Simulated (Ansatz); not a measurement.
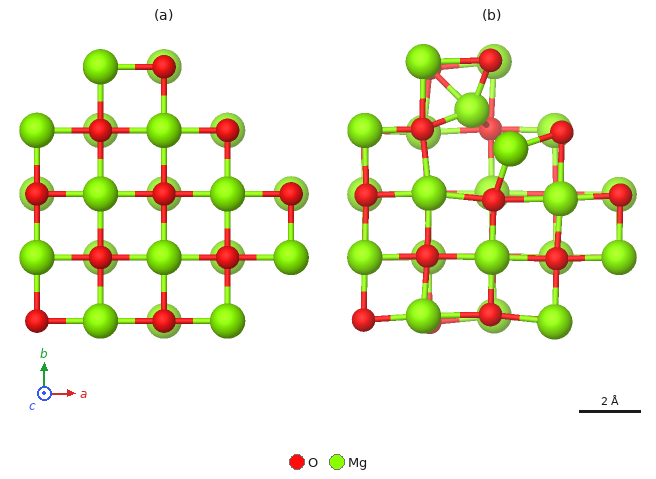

Left: perfect MgO. Right: the same region with a pair of point defects, after relaxing the atoms in a supercell of 64 sites. Style: ball-and-stick. Shown: the atoms within 5.4 Å of one point, in a slice 5.0 Å thick across the line of sight, along the c axis.

The calculation used Ansatz 0.2.0, DFT, PBEsol, PAW, plane waves. (plane-wave cutoff 420 eV; k-point mesh 1 × 1 × 1; mesh shifted by (0.25, 0.25, 0.25); no spin polarisation) Fermi-Dirac smearing of 0.01 eV. The axes drawn are those of the host's conventional cell.

What kind of defect was made?

Answer. An oxygen atom is replaced by magnesium and an extra oxygen atom is put between the host's atoms (an interstitial), the two sites 1.8 Å apart.

The charge state of the cell is 0.

How does the lattice respond?

Answer. In the host the O atom has 6 Mg at 2.11 Å; the Mg atom ends with 3 O at 1.87 Å, 1 Mg at 2.22 Å. The O atom starts with 4 O at 1.82 to 1.83 Å, 4 Mg at 1.82 to 1.83 Å around its place and ends with 6 Mg at 1.87 to 2.22 Å. Of the host's atoms, a magnesium atom moves furthest from its site, by 1.16 Å. The Mg atom itself moves 1.73 Å from where it was put. The O atom itself moves 1.81 Å from where it was put.

Limits of the set-up: the periodic images lie only 8.4 Å apart, so the values are limited by the cell's size.
